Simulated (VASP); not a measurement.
# Geometry relaxation, with input and output: MnS (part 7 of 7)

The same run, continued: MnS (4 atoms in the cell); Kohn-Sham DFT of a periodic cell, LDA, VASP PAW LDA potentials, recommended, spin-polarised (VASP 6.6.1); cutoff 520 eV, 8×8×6 k-mesh, Gaussian smearing of 0.02 eV, collinear spins. The structure derives from an entry of the Crystallography Open Database.

Geometry of the input (Å; fractional positions):
```
0.0000  2.8000  -2.8000
0.0000  2.8000  2.8000
5.6000  0.0000  0.0000
Mn 0.0000  0.0000  0.0000
Mn 0.5000  0.5000  0.5000
S  0.0000  0.5000  0.2500
S  0.5000  1.0000  0.7500
```

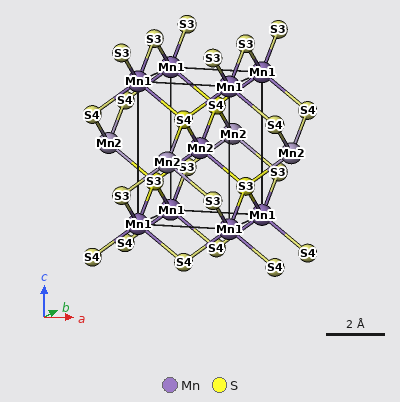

Fig. 1: The geometry at step 31 of the log (ball-and-stick view of the cell of the calculation, seen slightly off an axis; neighbours outside the cell are drawn fainter; atoms are numbered from 1 in the order of the input).

## Trajectory as extended XYZ, continued
```
4
Lattice="-0.0000 2.3910 -2.3910 0.0000 2.3910 2.3910 5.0402 -0.0000 0.0000" Properties=species:S:1:pos:R:3:forces:R:3 step=29 energy=-31.20389
Mn    0.0000    0.0000    0.0000    0.0000   0.0000   0.0000
Mn    2.5201    2.3910    0.0000    0.0000   0.0000   0.0000
S     1.2600    1.1955    1.1955    0.0000   0.0000   0.0000
S     3.7801    1.1955   -1.1955    0.0000   0.0000   0.0000
4
Lattice="-0.0000 2.3913 -2.3913 0.0000 2.3913 2.3913 5.0390 -0.0000 0.0000" Properties=species:S:1:pos:R:3:forces:R:3 step=30 energy=-31.20390
Mn    0.0000    0.0000    0.0000    0.0000   0.0000   0.0000
Mn    2.5195    2.3913    0.0000    0.0000   0.0000   0.0000
S     1.2598    1.1956    1.1956    0.0000   0.0000   0.0000
S     3.7793    1.1956   -1.1956    0.0000   0.0000   0.0000
4
Lattice="-0.0000 2.3917 -2.3917 0.0000 2.3917 2.3917 5.0368 -0.0000 0.0000" Properties=species:S:1:pos:R:3:forces:R:3 step=31 energy=-31.20390
Mn    0.0000    2.3917   -2.3917    0.0000   0.0000   0.0000
Mn    2.5184    2.3917    0.0000    0.0000   0.0000   0.0000
S     1.2592    1.1959    1.1959    0.0000   0.0000   0.0000
S     3.7776    1.1959   -1.1959    0.0000   0.0000   0.0000
4
Lattice="-0.0000 2.3926 -2.3926 0.0000 2.3926 2.3926 5.0323 -0.0000 0.0000" Properties=species:S:1:pos:R:3:forces:R:3 step=32 energy=-31.20390
Mn    0.0000    0.0000    0.0000    0.0000   0.0000   0.0000
Mn    2.5161    2.3926    0.0000    0.0000   0.0000   0.0000
S     1.2581    1.1963    1.1963    0.0000   0.0000   0.0000
S     3.7742    1.1963   -1.1963    0.0000   0.0000   0.0000
4
Lattice="-0.0000 2.3921 -2.3921 0.0000 2.3921 2.3921 5.0349 -0.0000 0.0000" Properties=species:S:1:pos:R:3:forces:R:3 step=33 energy=-31.20391
Mn    0.0000    0.0000    0.0000    0.0000   0.0000   0.0000
Mn    2.5174    2.3921    0.0000    0.0000   0.0000   0.0000
S     1.2587    1.1960    1.1960    0.0000   0.0000   0.0000
S     3.7762    1.1960   -1.1960    0.0000   0.0000   0.0000
```

## Results in brief

- outcome: converged
- space group (tolerance 0.01 Å): F-43m (216) → I-4m2 (119)
- electrons treated: 38
- free energy: −31.2039 eV
- Fermi energy: 7.756 eV
- gap on the k-point mesh: none (metallic)
- net moment of the cell: 0.00 μB
- pressure: −0.01 GPa
- final volume: 57.62 Å³
- largest force (length of the vector) at the end: under 0.001 eV/Å
- final cell: a = 3.383 Å, b = 3.383 Å, c = 5.035 Å, α = 90.00°, β = 90.00°, γ = 90.00°
- hardware: 1 thread of AMD EPYC (Zen 3), 64 GiB of memory available, shared host
- wall time: 73 min
- peak memory: 0.3 GiB

## Remarks

The volume changed by more than 5 % on the plane waves of the start, so the result carries a basis error; a second relaxation from the end is advised.
